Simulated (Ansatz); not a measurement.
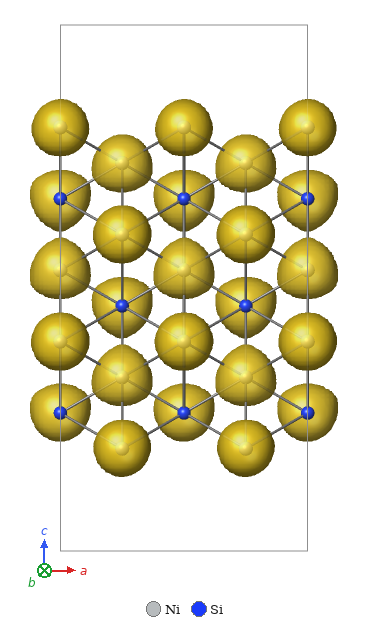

Si₃Ni₇ (slab). Isosurface of the valence charge density (pseudo) at 0.6 e/Å³ (yellow), seen along the b axis. Sticks mark near contacts.

Not relaxed (largest force 1.8 eV/Å); computed without spin polarisation.

The calculation used DFT PBEsol, scalar-relativistic, plane waves, PAW in Ansatz 0.2.0.

Core electrons are frozen (PAW), and the valence fields are smoothed inside the atomic spheres.

The calculation's input:

```
crystal:
  lattice:
    - [3.8684636528, 0.0, 0.0]
    - [0.0, 4.9169852583, 0.0]
    - [0.0, 0.0, 25.0505633909]
  atoms:
    - { symbol: Ni, position: [0.5, 0.0, 0.299394464] }
    - { symbol: Ni, position: [0.5, 0.5, 0.299394464] }
    - { symbol: Si, position: [0.0, 0.25, 0.343973472] }
    - { symbol: Ni, position: [0.0, 0.75, 0.343973472] }
    - { symbol: Si, position: [0.5, 0.75, 0.38855248] }
    - { symbol: Ni, position: [0.5, 0.25, 0.38855248] }
    - { symbol: Ni, position: [0.0, 0.0, 0.433131488] }
    - { symbol: Ni, position: [0.0, 0.5, 0.433131488] }
    - { symbol: Si, position: [0.5, 0.25, 0.477710496] }
    - { symbol: Ni, position: [0.5, 0.75, 0.477710496] }
    - { symbol: Si, position: [0.0, 0.75, 0.522289504] }
    - { symbol: Ni, position: [0.0, 0.25, 0.522289504] }
    - { symbol: Ni, position: [0.5, 0.0, 0.566868512] }
    - { symbol: Ni, position: [0.5, 0.5, 0.566868512] }
    - { symbol: Si, position: [0.0, 0.25, 0.61144752] }
    - { symbol: Ni, position: [0.0, 0.75, 0.61144752] }
    - { symbol: Si, position: [0.5, 0.75, 0.656026528] }
    - { symbol: Ni, position: [0.5, 0.25, 0.656026528] }
    - { symbol: Ni, position: [0.0, 0.0, 0.700605536] }
    - { symbol: Ni, position: [0.0, 0.5, 0.700605536] }
basis:
  ecutwfc: 420
kpoints:
  mp_grid: { grid: [9, 7, 1] }
hamiltonian:
  xc: pbesol
scf:
  occupations: { method: gaussian, width: 0.1 }
output:
  forces: true
  stress: true
  eigenvalues: true
  write_density: true
  write_potential: true
  elf: true
  volumetric_format: npy
efield:
  axis: 3
  dipole_correction: true
  ramp_width: 0.04
```

Launched as:

```sh
ansatz run input.yaml --threads 4 --pin off --max-ram 10240MiB --backend cpu --events-out ev --progress --plain --runs-dir out
```

What does this surface tell about the bonding?

At this value the density breaks into separate islands; it holds about 80 % of the electrons treated as valence (semicore included). It bridges none of the near contacts. It is pinched off along the sampled Si–Ni (2.23 Å), Ni–Ni (2.46 Å), Si–Ni (2.46 Å) and Si–Ni (2.55 Å) contacts. On the grid the lowest density along these lines, outside the cores, is 0.48 e/Å³ (Si–Ni, 2.23 Å), 0.35 e/Å³ (Ni–Ni, 2.46 Å), 0.35 e/Å³ (Si–Ni, 2.46 Å) and 0.33 e/Å³ (Si–Ni, 2.55 Å).

Does the calculation give a band gap?

It is metallic or semimetallic at this level of theory: no gap opens.
